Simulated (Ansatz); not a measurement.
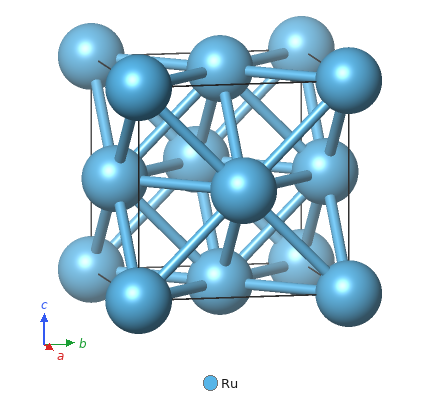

Ru (Fm-3m, No. 225): the end point of a relaxation with DFT, BLYP, plane waves (420 eV) with PAW, scalar-relativistic (Ansatz 0.2.0); the starting structure was generated, so it need not be a known form of this composition.

```xyz
4
Lattice="3.8719 0.0000 0.0000 0.0000 3.8719 0.0000 0.0000 0.0000 3.8719" Properties=species:S:1:pos:R:3 pbc="T T T"
Ru    0.0000    0.0000    0.0000
Ru    0.0000    1.9359    1.9359
Ru    1.9359    0.0000    1.9359
Ru    1.9359    1.9359    0.0000
```

What will a projected-potential map along [111] show? Computed as the sum of neutral-atom potentials (tabulated electron scattering factors, B = 0.5 Å²) projected along the beam and smoothed by 0.25 Å; brighter is more positive. The display is stretched by a gamma of 0.6; percentages refer to the linear signal.

Answer. The columns repeat on a hexagonal net with a repeat of 1.58 Å (plane group p6mm). All columns are alike (Ru). The shortest distance between visible columns is 1.58 Å in projection. Along the beam the structure repeats every 6.71 Å.

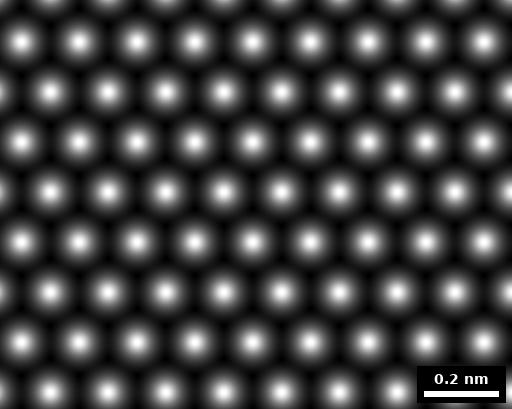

The simulated image.
